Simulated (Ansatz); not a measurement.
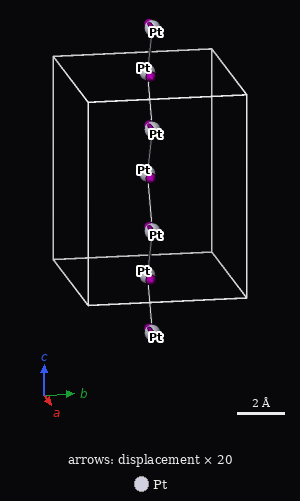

A relaxation of a wire of composition Pt. The starting structure is drawn; purple arrows show the displacements (the part carried along by the change of the cell is left out), 20 times their true length.

Style: ball-and-stick. Shown: the 2 repeat of the cell, with the vacuum cut short, slightly off an axis.

Case: zigzag chain of atoms.

All numbers below come from Ansatz 0.2.0, DFT PBE, scalar-relativistic, plane waves, PAW.

The input:
```yaml
crystal:
  lattice:
    - [10.1, 0.0, 0.0]
    - [0.0, 9.3, 0.0]
    - [0.0, 0.0, 4.5478170943]
  atoms:
    - { symbol: Pt, position: [0.443715135, 0.5, 0.0], spin: 1.5 }
    - { symbol: Pt, position: [0.556284865, 0.5, 0.5], spin: 1.5 }
basis:
  ecutwfc: 420
kpoints:
  mp_grid: { grid: [1, 1, 14] }
hamiltonian:
  xc: pbe
scf:
  occupations: { method: gaussian, width: 0.05 }
output:
  forces: true
  stress: true
  eigenvalues: true
  populations: true
  write_density: true
  write_potential: true
  elf: true
  volumetric_format: npy
magnetization:
  spin_polarized: true
relax:
  adjacent_minimum: "off"
  f_tol: 0.01
  max_steps: 45
  cell: { fix: [a, b, alpha, beta, gamma], stress_tol: 0.03 }
```

Run as
```bash
ansatz run input.yaml --threads 2 --pin off --max-ram 5120MiB --backend cpu --events-out ev --progress --plain --runs-dir out
```

### Describe the change and its energy.

The energy falls by 0.417 eV per cell of the calculation in 5 accepted moves (6 points after the start). The largest force component goes from 1.5 to 0.0066 eV/Å. The SCF was repeated once at an unchanged geometry on a basis and grid sized afresh for the cell, which shifted the energy by 2.1 meV per cell of the calculation at most. The largest moves relative to the layer's centre, 0.061 Å, are those of Pt1 and Pt2. Along the periodic axis the drawn cell goes c 9.096 → 8.499 Å (−6.6 %). Near-neighbour distances that change, for instance: Pt1–Pt2 2.542 → 2.355 Å. Bond angles that change, for instance: Pt2–Pt1–Pt2 126.9° → 128.9°. The program noted that the starting moments weren't kept. Cost: 3.6 min on 2 threads of Intel(R) Xeon(R) Processor @ 2.50GHz (Skylake/Cascade Lake), on a shared host, peak memory 0.68 GiB.

Limits of the set-up: the k-point mesh is coarse for a cell with partly filled bands.
